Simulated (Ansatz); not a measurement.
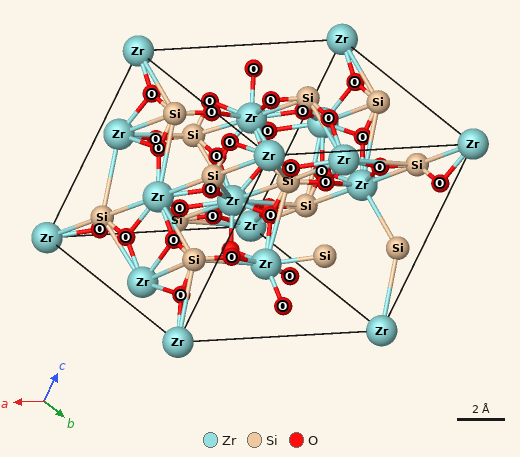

Starting structure of a defect cell of composition Zr₈Si₉O₃₁ (cell charge −1). Style: ball-and-stick. Shown: the cell of the calculation, from a free direction.

Case: Si on a O site (h), charge -1, atoms relaxed at the host's cell.

Level of theory: Ansatz 0.2.0, DFT PBE, scalar-relativistic, plane waves, PAW.

Set-up: plane-wave cutoff 420 eV; k-point mesh 2 × 2 × 2; occupations gaussian; smearing width 0.01 eV; mesh shifted by (0.5, 0.5, 0.5); collinear spin; atoms relaxed in a fixed cell; force threshold 0.025 eV/Å; at most 45 steps.

```
Zr Si O
1.0
     0.00000    6.67752   -6.02347
    -6.67752    0.00000    6.02347
     6.67752    0.00000    6.02347
Zr Si O
8 9 31
Cartesian
  -3.3388 3.4466 2.8789
  -0.0045 6.6634 -0.0043
  3.3388 3.2790 3.0445
  0.0045 6.6634 6.0192
  0.0079 3.3477 1.5391
  3.3388 0.0216 4.4592
  -0.0079 3.3477 7.5626
  -3.3388 6.3153 -1.6421
  3.3388 3.7030 0.2188
  -0.0035 0.0074 9.0248
  3.3388 3.1923 6.0365
  0.0035 0.0074 3.0014
  -3.3388 0.0165 7.4445
  -0.0467 3.3335 4.5394
  3.3388 0.0400 7.4868
  0.0467 3.3335 -1.4840
  -3.3388 1.9959 4.9825
  -0.0267 5.4471 1.9373
  3.3388 2.0236 4.9180
  0.0267 5.4471 -4.0862
  -2.0774 6.5244 0.4075
  1.2096 3.2763 3.4985
  4.5877 0.0267 6.4326
  -5.4260 3.3744 3.4295
  -4.6001 6.5244 0.4075
  -1.2515 3.3744 3.4295
  2.0899 0.0267 6.4326
  5.4680 3.2763 3.4985
  0.0109 1.2337 1.9186
  3.3388 4.7568 -1.0102
  -0.0109 1.2337 7.9421
  3.3388 4.3889 4.9418
  2.0727 3.6077 1.2421
  -1.2157 0.0502 10.1178
  2.0791 3.2610 7.0511
  -1.2369 6.6328 -1.9560
  3.3388 1.2894 2.4623
  -0.0188 4.5613 5.6142
  -3.3388 1.2363 2.5345
  0.0188 4.5613 -0.4093
  -3.3388 5.5399 2.5923
  -0.1815 2.1097 5.6199
  3.3388 5.4233 2.5076
  0.1815 2.1097 -0.4036
  1.2157 0.0502 4.0943
  4.6048 3.6077 1.2421
  1.2369 6.6328 4.0674
  -2.0791 3.2610 1.0277
```

**Predict the outcome.**

The energy falls by 0.275 eV per cell of the calculation in 4 geometry steps. The largest force component goes from 1.9 to 0.017 eV/Å. The largest moves, 0.072 Å, are those of O24 and O26. O26 goes along [3 −2 1]. By element the largest moves are O 0.072 Å, Zr 0.054 Å, Si 0.034 Å. The lattice vectors keep their values. Near-neighbour distances that change, for instance: Zr1–Si9 3.373 → 3.315 Å, Zr8–Si17 2.434 → 2.384 Å, Zr5–O26 2.272 → 2.223 Å, Si9–Si17 2.122 → 2.074 Å. Bond angles that change, for instance: Zr1–O26–Si14 152.1° → 147.5°, O26–Si14–O42 113.9° → 118.1°, Zr1–O30–Si9 107.8° → 104.6°. Cost: 4.5 min on 4 threads of Arm Neoverse V1 (shared host), peak memory 2.5 GiB.

History of the run:

```json
{"step": "0", "E − E(0), meV/atom": "0.00", "largest force component, eV/Å": "1.8648"}
{"step": "1", "E − E(0), meV/atom": "-4.61", "largest force component, eV/Å": "0.6038"}
{"step": "2", "E − E(0), meV/atom": "-5.47", "largest force component, eV/Å": "0.1692"}
{"step": "3", "E − E(0), meV/atom": "-5.71", "largest force component, eV/Å": "0.0688"}
{"step": "4", "E − E(0), meV/atom": "-5.74", "largest force component, eV/Å": "0.0167"}
```

The end point in the same view:

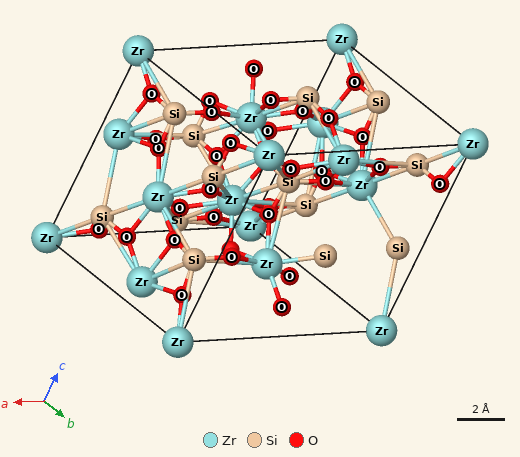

Limits of the set-up: the cell is charged, on a uniform background, and energies carry no finite-size correction.
